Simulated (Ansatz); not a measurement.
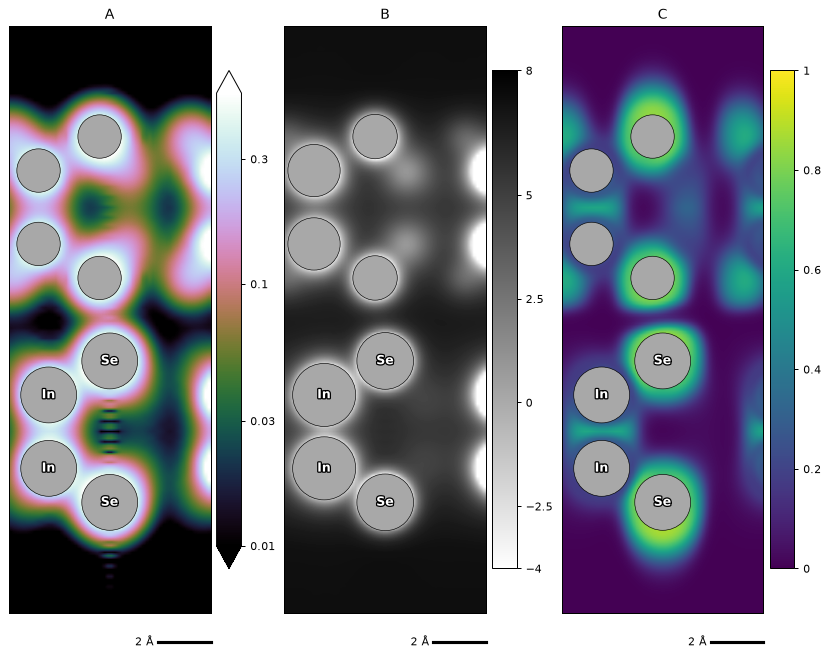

InSe (slab): 3 fields on the (110) plane of the calculation cell, a cut from vacuum to vacuum, with unlabelled colour scales. Grey discs cover the atomic cores.

A point of a scan over the structure, not its minimum; PAW files of the earlier set (soft_1).

All numbers below come from DFT PBE+D3(BJ), scalar-relativistic, plane waves, PAW (Ansatz 0.2.0).

**Match the panels to the quantities (electron localisation function, electrostatic potential energy of an electron and valence pseudo-density).**

Panel A: valence pseudo-density. Panel B: electrostatic potential energy of an electron (low next to the atoms, rising into the space between them). Panel C: electron localisation function. From the grid: In–Se (2.66 Å): the density is about 0.39 e/Å³ at the midpoint; the ELF is about 0.50 at the midpoint. In–In (2.79 Å): ρ at the midpoint is about 0.33 e/Å³; the ELF reaches about 0.55 near the midpoint.
